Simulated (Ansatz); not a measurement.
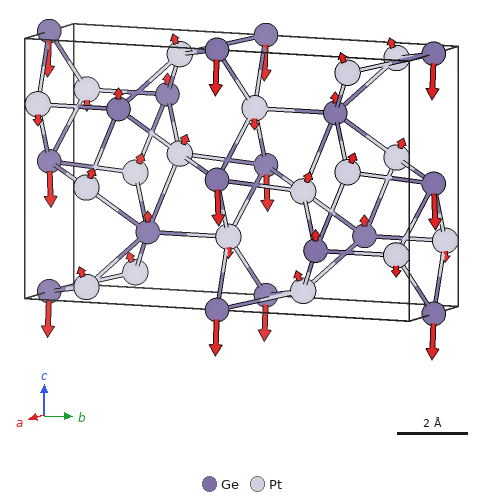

One vibrational mode of a crystal of Ge$_{2}$Pt$_{3}$ at the zone centre. The red arrows are the displacements of the atoms (eigenvector over the root of the mass), of arbitrary overall length and sign. Style: ball-and-stick. Shown: the conventional cell (2 times the calculation's cell), slightly off an axis. Lengths and directions refer to the drawn axes.

Theory: DFT LDA, scalar-relativistic, plane waves, PAW (Ansatz 0.2.0). (plane-wave cutoff 420 eV; k-point mesh 10 × 6 × 6; occupations fermi dirac; smearing width 0.15 eV; no spin polarisation)

The frequencies depend somewhat on the k-mesh and the smearing.

**Give the symmetry, activity and frequency of this mode.**

This is the B₁u mode at 3.23 THz, optical level 9 of 25, counted from below, infrared-active by symmetry. The kinetic energy is shared as Ge 59 %, Pt 41 %. The crystal is a metal, so free carriers screen the infrared response.
